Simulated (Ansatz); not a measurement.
## Geometry relaxation of P (part 2 of 2)

The same run, continued: P (Cmce, 4 atoms in the cell); DFT PBEsol, scalar-relativistic, plane waves, PAW, no spin polarisation (Ansatz 0.2.0); cutoff 420 eV, 14×14×10 k-mesh, Gaussian smearing of 0.1 eV. The structure derives from an entry of the Crystallography Open Database.

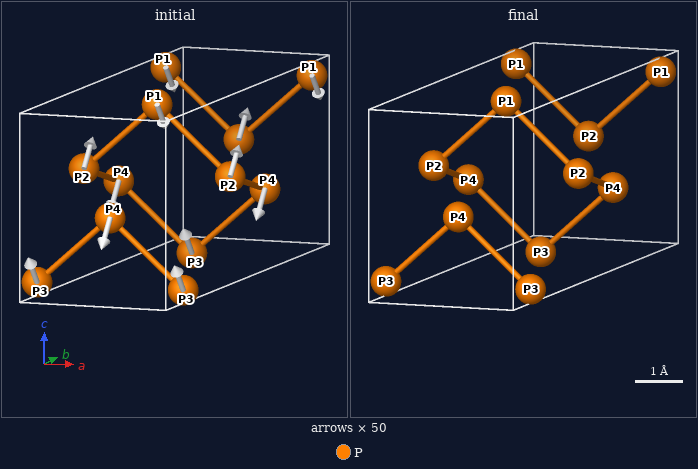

Before (left) and after (right) the relaxation, at one scale (ball-and-stick view of the cell 2 times as large as that of the calculation, set on its symmetry axes, seen slightly off an axis). The white arrows give the displacements (without the part carried along by the change of the cell), magnified 50 times. The largest moves relative to the cell, 0.017 Å, are those of P1, P2, P3 and P4. The volume changes by +1.7 %, with a 3.353 → 3.317 Å (−1.1 %), b 10.206 → 10.291 Å (+0.8 %), c 4.115 → 4.197 Å (+2.0 %). Among the contacts that change: P1–P2 2.238 → 2.228 Å, P1–P3 2.246 → 2.252 Å. The space group stays Cmce (No. 64). The energy falls by 4.0 meV per cell of the calculation in 4 geometry steps. The largest force component goes from 0.023 to 0.0033 eV/Å. Pressure: −0.08 GPa at the start and 0.00 GPa at the end. A last SCF at the same geometry on a re-selected plane-wave basis shifts the energy by −0.4 meV per cell of the calculation. (Atoms are counted from 1 in the order of the input.)

```
basis re-selected at this cell: Δ(F+E_penalty+E_count) = -3.752e-4 eV, ΔP = +0.011 GPa vs the last step (what re-selecting the basis moved, of the pressure what is left beyond the Pulay correction that the steps carried, after the strain that the cell walked since its last selection, with what the two solves' SCF thresholds leave and, on support functions, any second-order correction that the steps lacked; it is no measure of the basis error at this ecutwfc). The dense FFT grid was sized anew with the basis: this SCF ran on 40×40×30 points, the steps before it on 36×36×30, so part of this shift can come from that change (see relax.cell in the input reference). This SCF's stress stands 6.86e-3 GPa from its target on what of the cell is left free (relax.cell.stress_tol is 5.00e-2 GPa) and its largest allowed force component is 3.32e-3 eV/Å (relax.f_tol is 5.00e-3 eV/Å): within both
SCF converged after 5 iterations
Free energy (F): -2960.146472 eV
Harris-Foulkes:  -2960.146472 eV  (|F-HF|=9.09e-13)
Internal energy: -2960.145790 eV  (E = F + TS)
E sigma→0 (E₀):  -2960.146131 eV
Entropy (-TS):   -0.000681 eV (-0.170 meV/atom)
Fermi energy:    8.257186 eV
--- Per-component energies (eV) ---
  E_band       = 30.135712
  E_kinetic    = 280.755780
  E_local      = -234.656266  (includes V_loc(G=0)·N_el)
  E_nonlocal   = 136.257644
  E_hartree    = 60.510158
  E_xc         = -243.906148
  E_vxc        = -242.690009  (∫ρ·V_xc dr)
  E_paw        = -2216.427124  (= ΣΔE_a)
  E_vpaw       = -30.551771  (= ΣTr[D̂ρ^β])
  E_aug_tail   = 0.000012  (compensation charges beyond the density's cutoff)
  E_ewald      = -742.864231
  E_core_change = 0.184384  (= ΣΔE_core)
  E_smearing   = -0.000681  (= −TS)
  E_closure    = -0.000000  (closes the sum)
  Σ components = -2960.146472   (vs F -2960.146472, Δ=0.00e0)
--- Forces (eV/Å), atoms counted from 1 ---
  atom   1  P      0.00000000     0.00331533    -0.00191523
  atom   2  P      0.00000000     0.00331533     0.00191523
  atom   3  P      0.00000000    -0.00331533     0.00191523
  atom   4  P      0.00000000    -0.00331533    -0.00191523
  max |Σ_I F_I| component: 0.00e0 eV/Å
--- Stress (GPa, compression-positive) ---
       -0.006859       0.000000       0.000000
        0.000000      -0.002547       0.000000
        0.000000       0.000000      -0.005212
  P = ⅓ Tr σ = -0.0049 GPa (-0.049 kbar)
--- Band table (eV; the first three rows and the last of 342) ---
  k-point 0: bands = ["-7.6975", "-4.4073", "-0.8955", "1.0169", "3.1618", "3.9979", "4.2301", "5.3757", "5.6813", "6.9354", "9.2097", "9.4332", "10.1486", "11.6585"]
  k-point 1: bands = ["-7.6320", "-4.4726", "-1.0319", "1.0408", "3.4081", "3.4827", "4.2798", "5.6823", "6.0252", "6.5291", "9.2769", "9.8784", "10.0995", "11.4219"]
  k-point 2: bands = ["-7.4373", "-4.6949", "-1.2436", "1.0300", "2.6380", "4.2270", "4.4245", "5.6708", "5.7617", "7.0262", "9.5257", "9.8912", "10.7137", "10.9445"]
  k-point 341: bands = ["-6.0220", "-6.0220", "-1.5777", "-1.5777", "5.1414", "5.1414", "5.8113", "5.8113", "6.9852", "6.9852", "9.5648", "9.5648", "10.9322", "10.9322"]
--- Relaxed structure (5 steps of the walk, 5 accepted, 1 SCFs on fresh bases) ---
  F+E_penalty+E_count = -2960.14647189 eV   max|allowed force component| = 3.315e-3 eV/Å   (the final SCF, on the basis selected at the relaxed cell)
  cell:  # Å, volume = 71.6427 Å³
    - [1.6587072014774202, -5.145356251961597, 0.0]
    - [1.6587072014774202, 5.145356251961597, 0.0]
    - [0.0, 0.0, 4.197172376527246]
  atoms:
    - { symbol: P, position: [0.10528250705207082, 0.8947174929479291, 0.9271259358439302] }
    - { symbol: P, position: [0.6052825070520707, 0.39471749294792935, 0.5728740641560692] }
    - { symbol: P, position: [0.8947174929479291, 0.10528250705207082, 0.07287406415606947] }
    - { symbol: P, position: [0.39471749294792935, 0.6052825070520707, 0.4271259358439304] }
```

Trajectory as extended XYZ (Å, eV, eV/Å), 6 frames, from step=1 to step=6:
```
4
Lattice="1.6767 -5.1028 0.0000 1.6767 5.1028 0.0000 0.0000 0.0000 4.1150" Properties=species:S:1:pos:R:3:forces:R:3 step=1 energy=-2960.14210 pressure_GPa=-0.08
P     1.6767    4.0172    3.8274    0.0000  -0.0068  -0.0226
P     1.6767   -1.0856    2.3452    0.0000  -0.0068   0.0226
P     1.6767   -4.0172    0.2877    0.0000   0.0068   0.0226
P     1.6767    1.0856    1.7698    0.0000   0.0068  -0.0226
4
Lattice="1.6651 -5.1541 0.0000 1.6651 5.1541 0.0000 0.0000 0.0000 4.1399" Properties=species:S:1:pos:R:3:forces:R:3 step=2 energy=-2960.14399 pressure_GPa=-0.07
P     1.6651    4.0687    3.8509    0.0000  -0.0265  -0.0928
P     1.6651   -1.0854    2.3590    0.0000  -0.0265   0.0928
P     1.6651   -4.0687    0.2890    0.0000   0.0265   0.0928
P     1.6651    1.0854    1.7809    0.0000   0.0265  -0.0928
4
Lattice="1.6618 -5.1470 0.0000 1.6618 5.1470 0.0000 0.0000 0.0000 4.1607" Properties=species:S:1:pos:R:3:forces:R:3 step=3 energy=-2960.14555 pressure_GPa=-0.02
P     1.6618    4.0606    3.8643    0.0000   0.0145  -0.0278
P     1.6618   -1.0864    2.3767    0.0000   0.0145   0.0278
P     1.6618   -4.0606    0.2963    0.0000  -0.0145   0.0278
P     1.6618    1.0864    1.7840    0.0000  -0.0145  -0.0278
4
Lattice="1.6595 -5.1466 0.0000 1.6595 5.1466 0.0000 0.0000 0.0000 4.1910" Properties=species:S:1:pos:R:3:forces:R:3 step=4 energy=-2960.14608 pressure_GPa=0.03
P     1.6595    4.0629    3.8857    0.0000   0.0043   0.0138
P     1.6595   -1.0837    2.4007    0.0000   0.0043  -0.0138
P     1.6595   -4.0629    0.3053    0.0000  -0.0043  -0.0138
P     1.6595    1.0837    1.7902    0.0000  -0.0043   0.0138
4
Lattice="1.6587 -5.1454 0.0000 1.6587 5.1454 0.0000 0.0000 0.0000 4.1972" Properties=species:S:1:pos:R:3:forces:R:3 step=5 energy=-2960.14610 pressure_GPa=-0.02
P     1.6587    4.0619    3.8913    0.0000   0.0032  -0.0019
P     1.6587   -1.0834    2.4045    0.0000   0.0032   0.0019
P     1.6587   -4.0619    0.3059    0.0000  -0.0032   0.0019
P     1.6587    1.0834    1.7927    0.0000  -0.0032  -0.0019
4
Lattice="1.6587 -5.1454 0.0000 1.6587 5.1454 0.0000 0.0000 0.0000 4.1972" Properties=species:S:1:pos:R:3:forces:R:3 step=6 energy=-2960.14647 pressure_GPa=-0.00
P     1.6587    4.0619    3.8913    0.0000   0.0033  -0.0019
P     1.6587   -1.0834    2.4045    0.0000   0.0033   0.0019
P     1.6587   -4.0619    0.3059    0.0000  -0.0033   0.0019
P     1.6587    1.0834    1.7927    0.0000  -0.0033  -0.0019
```

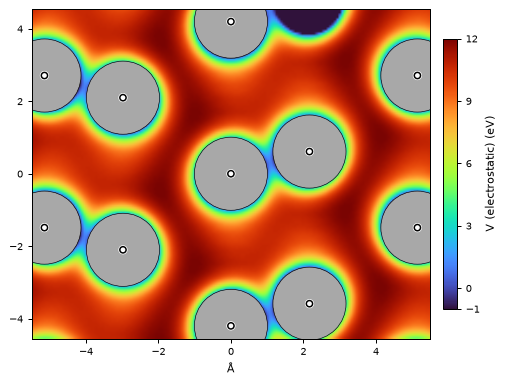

Electrostatic potential (local pseudopotential plus Hartree) felt by an electron on the (100) plane of the conventional cell. Circles mark the nuclei in the plane (P). Grey discs, where drawn, cover atomic cores. The plane passes through P nuclei. Outside the cores the potential energy rises away from the atoms and is highest about 1.9 Å from the nearest atoms; outside the discs it spans about 12 eV, and its zero is arbitrary. In a PAW calculation such maps are meaningful between the atoms, not at the nuclei.

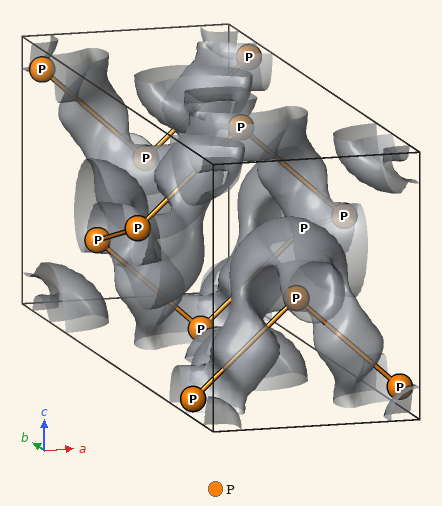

Isosurface of the ELF at 0.75 (grey), seen slightly off an axis. Only the valence region is drawn (cores and ρ < 0.01 e/Å³ removed). Sticks mark near contacts. The outline is the cell set on symmetry axes. Along the contacts the grid gives the following. P–P (2.23 Å): the ELF peaks at about 0.90 between the atoms, which marks localised, shared-pair bonding.

The run was set up as follows.

Input:
```yaml
crystal:
  lattice:
    - [1.6766814985, -5.1027902112, 0.0]
    - [1.6766814985, 5.1027902112, 0.0]
    - [0.0, 0.0, 4.1150475981]
  atoms:
    - { symbol: P, position: [0.1063700013, 0.8936299987, 0.930086681] }
    - { symbol: P, position: [0.6063700013, 0.3936299987, 0.569913319] }
    - { symbol: P, position: [0.8936299987, 0.1063700013, 0.069913319] }
    - { symbol: P, position: [0.3936299987, 0.6063700013, 0.430086681] }
basis:
  ecutwfc: 420
kpoints:
  mp_grid: { grid: [14, 14, 10] }
hamiltonian:
  xc: pbesol
scf:
  occupations: { method: gaussian, width: 0.1 }
output:
  forces: true
  stress: true
  eigenvalues: true
  write_density: true
  write_potential: true
  elf: true
  volumetric_format: npy
relax:
  adjacent_minimum: "off"
  f_tol: 0.005
  max_steps: 80
  cell: { stress_tol: 0.05 }
```

Launch command:
```bash
ansatz run input.yaml --threads 1 --pin off --max-ram 2560MiB --backend cpu --events-out ev --progress --plain --runs-dir out
```

Key numbers:

- outcome: converged
- space group (tolerance 0.01 Å): Cmce (64)
- electrons treated: 20
- free energy: −2960.1465 eV
- Fermi energy: 8.257 eV
- gap on the k-point mesh: none (metallic)
- pressure: 0.00 GPa
- final volume: 71.64 Å³
- largest force (length of the vector) at the end: 0.004 eV/Å
- final cell: a = 5.406 Å, b = 5.406 Å, c = 4.197 Å, α = 90.00°, β = 90.00°, γ = 144.26°
- hardware: 1 thread of Arm Neoverse V2, 240 GiB of memory available, shared host
- wall time: 2.4 min
- peak memory: 0.66 GiB
